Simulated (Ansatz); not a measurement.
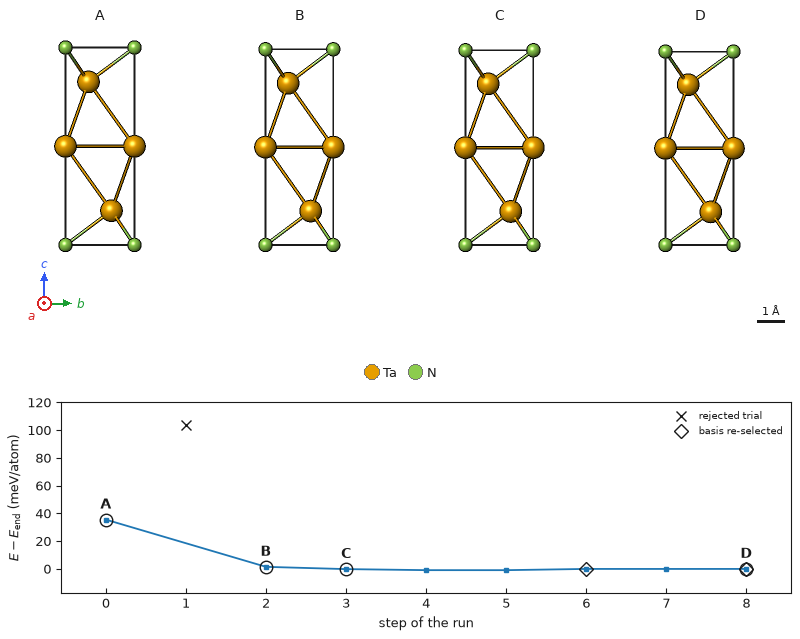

Frames of a relaxation of a crystal of Ta3N (set up in P-3m1), marked on the history of the run. A ball-and-stick model of the cell of the calculation, seen along the a axis.

The run lets cell and atoms move.

All numbers below come from Ansatz, Kohn-Sham DFT of a periodic cell, LDA, Ansatz PAW.

Input file:
```yaml
crystal:
  lattice:
    - [3.0322239879, 0.0, 0.0]
    - [-1.516111994, 2.6259830035, 0.0]
    - [0.0, 0.0, 7.524137]
  atoms:
    - { symbol: Ta, position: [0.6666666667, 0.3333333333, 0.82607] }
    - { symbol: Ta, position: [0.3333333333, 0.6666666667, 0.17393] }
    - { symbol: Ta, position: [0.0, 0.0, 0.5] }
    - { symbol: "N", position: [0.0, 0.0, 0.0] }
hamiltonian:
  xc: lda
  pseudopotentials: { kind: paw }
kpoints:
  mp_grid: { grid: [7, 7, 3] }
scf:
  occupations: { method: fermi_dirac, width: 0.05 }
output:
  forces: true
  stress: true
  eigenvalues: true
relax:
  f_tol: 0.01
  max_steps: 40
  cell: { stress_tol: 0.05 }
```

Launched with:
```bash
ansatz run input.yaml --threads 2 --pin off --max-ram 5632MiB --backend cpu --events-out ev --progress --plain --runs-dir out
```

What happens along the run?

Answer. The energy falls by 35.5 meV per atom in 5 accepted moves (8 points after the start). Largest force component: 0.69 eV/Å at the start, 0.00064 eV/Å at the end. Pressure: −13.31 GPa at the start and 0.00 GPa at the end. The line search rejected the trial step at point 1 of the run. At 2 points the geometry stayed and the basis and grid were re-selected for the new cell (energy shift of 0.9 meV per atom at most each time). The largest moves relative to the cell, 0.020 Å, are those of Ta atoms. N stays in place. Cell: a = b 3.032 → 2.988 Å (−1.5 %), c 7.524 → 7.370 Å (−2.1 %). Volume −4.9 %. Among the contacts that change: Ta–Ta 3.149 → 3.057 Å, N–Ta 2.186 → 2.137 Å, Ta–Ta 3.032 → 2.988 Å, Ta–Ta 3.014 → 2.974 Å. The space group stays P-3m1 (No. 164). At step 1 the optimiser overshot: the energy rose above the start, and later steps came back. Cost: 10 s on 2 threads of Arm Neoverse V2 (shared host), peak memory 0.33 GiB. From step 0 to 2: volume −4.3 %, energy −34.0 meV per atom. From step 2 to 3: volume −0.2 %, energy −1.6 meV per atom. From step 3 to 8: volume −0.4 %, energy +0.1 meV per atom.

```json
{"step": "0", "E − E(0), meV/atom": "0.00", "largest force component, eV/Å": "0.6928", "pressure, GPa": "-13.31", "volume, Å³/atom": "14.978", "note": ""}
{"step": "1", "E − E(0), meV/atom": "67.96", "largest force component, eV/Å": "0.8004", "pressure, GPa": "26.62", "volume, Å³/atom": "13.030", "note": "rejected"}
{"step": "2", "E − E(0), meV/atom": "-34.04", "largest force component, eV/Å": "0.3049", "pressure, GPa": "-2.31", "volume, Å³/atom": "14.334", "note": ""}
{"step": "3", "E − E(0), meV/atom": "-35.67", "largest force component, eV/Å": "0.1628", "pressure, GPa": "-1.38", "volume, Å³/atom": "14.301", "note": ""}
{"step": "4", "E − E(0), meV/atom": "-36.43", "largest force component, eV/Å": "0.0281", "pressure, GPa": "0.11", "volume, Å³/atom": "14.246", "note": ""}
{"step": "5", "E − E(0), meV/atom": "-36.44", "largest force component, eV/Å": "0.0029", "pressure, GPa": "-0.01", "volume, Å³/atom": "14.249", "note": ""}
{"step": "6", "E − E(0), meV/atom": "-35.54", "largest force component, eV/Å": "0.0031", "pressure, GPa": "-0.11", "volume, Å³/atom": "14.249", "note": "same geometry, new basis"}
{"step": "7", "E − E(0), meV/atom": "-35.56", "largest force component, eV/Å": "0.0006", "pressure, GPa": "0.00", "volume, Å³/atom": "14.243", "note": ""}
{"step": "8", "E − E(0), meV/atom": "-35.54", "largest force component, eV/Å": "0.0006", "pressure, GPa": "0.00", "volume, Å³/atom": "14.243", "note": "same geometry, new basis"}
```
